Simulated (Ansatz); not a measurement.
**AlNi: 6 runs along one coordinate**

System: AlNi (R-3m, 2 atoms in the cell).
Method: DFT, PBE, all-electron PAW with datasets made for the crystal, scalar-relativistic, spin-polarised (Ansatz 0.2.0).

The 6 runs differ only in the geometry, by a strain of the cell at fixed fractional positions. Against run 4, the strain is εxx = −0.01 η, εxy = η, εxz = η, εyy = −0.01 η, εyz = η and εzz = −0.01 η. The structure derives from an entry of the Crystallography Open Database.

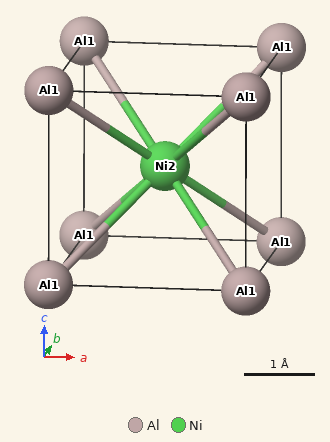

Figure 1. The structure of run 4 (ball-and-stick view of the cell of the calculation, seen slightly off an axis; atoms are numbered from 1 in the order of the input).

**Input of run 4**
```yaml
crystal:
  lattice:
    - [2.881, 0.014405, 0.014405]
    - [0.014405, 2.881, 0.014405]
    - [0.014405, 0.014405, 2.881]
  atoms:
    - { symbol: Al, position: [0.0, 0.0, 0.0] }
    - { symbol: Ni, position: [0.5, 0.5, 0.5], spin: 1.5 }
magnetization:
  spin_polarized: true
kpoints:
  mp_grid: { grid: [13, 13, 13] }
scf:
  occupations: { method: fermi_dirac, width: 0.05 }
hamiltonian:
  xc: pbe
  pseudopotentials: { kind: all_electron, datasets: crystal }
output:
  forces: true
  stress: true
  eigenvalues: true
  efg: { contact_densities: true }
```

Command:
```bash
ansatz run input.yaml --threads 1 --pin off --max-ram 3072MiB --backend cpu --events-out ev --progress --plain --runs-dir out
```

Run 2 differs from it as follows:
```diff
-    - [2.881, 0.014405, 0.014405]
-    - [0.014405, 2.881, 0.014405]
-    - [0.014405, 0.014405, 2.881]
+    - [2.881, -0.02881, -0.02881]
+    - [-0.02881, 2.881, -0.02881]
+    - [-0.02881, -0.02881, 2.881]
```

**Results, with one run withheld**

| run | strain parameter η (%) | free energy per atom, from the lowest run given (meV) | pressure (GPa) |
| --- | --- | --- | --- |
| 1 | −1.9901 | 12.26 | 2.49 |
| 2 | −1.4926 | ? | ? |
| 3 | −0.9951 | 0.06 | 1.98 |
| 4 | 0.0000 | 0.00 | 1.97 |
| 5 | 0.4975 | 4.11 | 2.14 |
| 6 | 0.9951 | 10.69 | 2.41 |

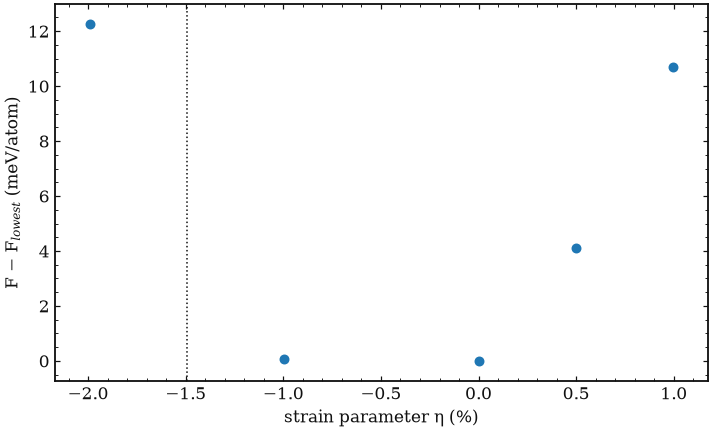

Figure 2. Free energy per atom of the runs given; the dotted line marks run 2.

Estimate the energy of run 2 from the others.

A cubic polynomial in the coordinate, fitted to the 5 runs given, misses them by at most 0.01 meV per atom. With x = η + 0.2985, it reads F = −1.1676 + 2.2848 x + 5.6344 x² − 0.24178 x³ (meV per atom). At run 2 it gives 4.55 meV per atom, and the run itself gives 4.56. The fit has its minimum at η = −0.4987 %.

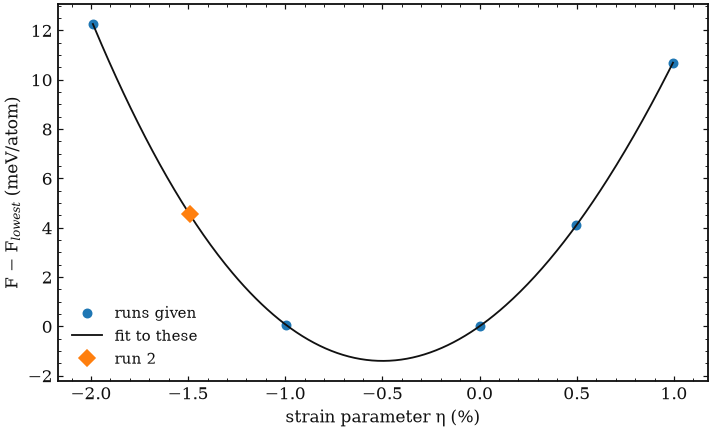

Figure 3. The fit and the withheld run.

**Output, shortened to warnings, some set-up lines, iterations and results (run 2)**
```
WARN: the starting moments were not kept: the SCF closed with an absolute magnetisation of 2.4e-8 μB, where they sum to 1.5 μB in size (1 site). That is at most 0.1 of that sum. Measured as dr2_m measures the in/out step, that magnetisation stands 8.2e-17 eV from none, at or under the dr2_threshold of 6.2e-8 eV: it is no larger than a step whose dr2_m would equal this threshold. The system may …
Basis set: ecut = 280 eV, 251 PW (Γ), exchange–correlation on 32×32×32 points (8 copies of the dense FFT grid, shifted against one another)
Symmetry: 12 space group operations
k-points: 231 of 2197
Initial density: read from a saved state, or passed on in memory by an earlier SCF of this step, an earlier step, the calling program or the single point that the run made first
[...]
SCF iter   1: F=—  HF=-47991.709461 eV  |F-HF|=—  |Δ(HF+E_count)|=         —  Δρ=5.28e-3 (↑5.28e-3 ↓5.28e-3)  dr2=6.89e-3  dr2_m=8.98e-12  M=0.000 μB ∫|m|=0.000 μB  β_m=0.30  …
SCF iter   2: F=—  HF=-47991.701643 eV  |F-HF|=—  |Δ(HF+E_count)|=   7.82e-3  Δρ=1.39e-2 (↑1.39e-2 ↓1.39e-2)  dr2=1.51e-1  dr2_m=5.20e-12  M=0.000 μB ∫|m|=0.000 μB  β_m=0.30  …
SCF iter   3: F=—  HF=-47991.686876 eV  |F-HF|=—  |Δ(HF+E_count)|=   1.48e-2  Δρ=3.06e-3 (↑3.06e-3 ↓3.06e-3)  dr2=4.86e-3  dr2_m=3.95e-12  M=0.000 μB ∫|m|=0.000 μB  β_m=0.30  …
SCF iter   4: F=—  HF=-47991.682464 eV  |F-HF|=—  |Δ(HF+E_count)|=   4.41e-3  Δρ=1.56e-3 (↑1.56e-3 ↓1.56e-3)  dr2=1.66e-3  dr2_m=1.41e-12  M=0.000 μB ∫|m|=0.000 μB  β_m=0.53  …
SCF iter   5: F=—  HF=-47991.683983 eV  |F-HF|=—  |Δ(HF+E_count)|=   1.52e-3  Δρ=3.05e-4 (↑3.05e-4 ↓3.05e-4)  dr2=7.12e-5  dr2_m=1.55e-13  M=0.000 μB ∫|m|=0.000 μB  β_m=0.53  …
SCF iter   6: F=—  HF=-47991.684032 eV  |F-HF|=—  |Δ(HF+E_count)|=   4.90e-5  Δρ=3.21e-4 (↑3.21e-4 ↓3.21e-4)  dr2=9.53e-5  dr2_m=4.11e-14  M=0.000 μB ∫|m|=0.000 μB  β_m=0.77  …
SCF iter   7: F=—  HF=-47991.684018 eV  |F-HF|=—  |Δ(HF+E_count)|=   1.43e-5  Δρ=4.02e-5 (↑4.02e-5 ↓4.02e-5)  dr2=1.39e-6  dr2_m=3.29e-15  M=0.000 μB ∫|m|=0.000 μB  β_m=0.80  …
SCF iter   8: F=-47991.684018 eV  HF=-47991.684018 eV  |F-HF|=1.67e-10  |Δ(HF+E_count)|=   2.74e-8  Δρ=1.87e-6 (↑1.87e-6 ↓1.87e-6)  dr2=9.79e-10  dr2_m=2.90e-16  M=0.000 μB …
SCF 1 converged in 8 iterations: F = -47991.684020 eV  dr2 = 9.79e-10
  Residual-converged pass: ⟨swp⟩=3.9  Hψ=23601  notcnv=0  max |occ|·‖R‖ = 5.3e-6 eV (tolerance 5.3e-6 eV)  dr2=8.78e-10  dr2_m=2.94e-16  dr2_onsite=5.52e-8  max |Δocc| = 5.1e-10
SCF converged after 8 iterations
Magnetization: 0.0000 μB (14.5000 up, 14.5000 down)
Absolute magnetization: 0.0000 μB (∫|ρ↑−ρ↓|)
Spin contamination: 0.0110 ħ² per cell (⟨S²⟩ above its minimum at these occupations)
Per-site moments (μB) at R_I (Å): [(-4.2836239412901825e-9, 1.0086115068714747), (6.875252147010378e-9, 1.0086115068714747)]
Free energy (F): -47991.684020 eV
Harris-Foulkes:  -47991.684020 eV  (|F-HF|=1.67e-10)
Internal energy: -47991.678985 eV  (E = F + TS)
E sigma→0 (E₀):  -47991.681502 eV
Entropy (-TS):   -0.005035 eV (-2.518 meV/atom)
Past the cutoff: the bands carry plane waves up to 1.75 times it, of which those up to 1.5 times it add -0.000356 eV an atom, each by itself; the spheres take 0.000288 eV an atom off the energy for waves past 1.75 times it
By the cutoff:   a pressure is off by up to 0.009 GPa (1.2 times the spheres' own share and the shells' term, over an atom's volume, and 0.004 GPa: a bound that held against runs at twice the plane waves)
Past the cutoffs: a stress includes 0.0001 GPa for waves and charges beyond them, in addition to the slope of what the spheres take
In the spheres:  the bands' charges fall short by 5.6e-6 e at most (sound up to 1e-3)
Fermi energy:    15.332977 eV
--- Per-component energies (eV) ---
  E_band       = -777.224362
  E_kinetic    = 137.368841
  E_local      = -2522.736016  (includes V_loc(G=0)·N_el)
  E_nonlocal   = -2108.099290
  E_hartree    = 1329.966498
  E_xc         = -60.762223
  E_vxc        = -79.260621  (∫ρ·V_xc dr)
  E_paw        = -50271.226075  (= ΣΔE_a)
  E_vpaw       = -8317.142409  (= ΣTr[D̂ρ^β])
  E_ewald      = -3948.902233
  E_smearing   = -0.005035  (= −TS)
  E_closure    = 9452.711514  (closes the sum)
  Σ components = -47991.684020   (vs F -47991.684020, Δ=0.00e0)
  The terms above E_closure are by the made datasets' own strengths, without shells solved beside the bands.
--- Forces (eV/Å), atoms counted from 1 ---
  atom   1  Al     0.00000000    -0.00000000     0.00000000
  atom   2  Ni     0.00000000     0.00000000     0.00000000
  max |Σ_I F_I| component: 8.39e-29 eV/Å
--- Stress (GPa, compression-positive) ---
        2.168051       2.664973       2.664973
        2.664973       2.168051       2.664973
        2.664973       2.664973       2.168051
  P = ⅓ Tr σ = 2.1681 GPa (21.681 kbar)
--- PAW observables at the nuclei: V_zz in 10²¹ V/m², potentials from the cell's mean, atoms counted from 1 ---
  atom   1  Al V_zz =    -0.500845   η = 0.0000   by run symmetry: allowed
[...]
```

The program warns: some starting moments were not kept.
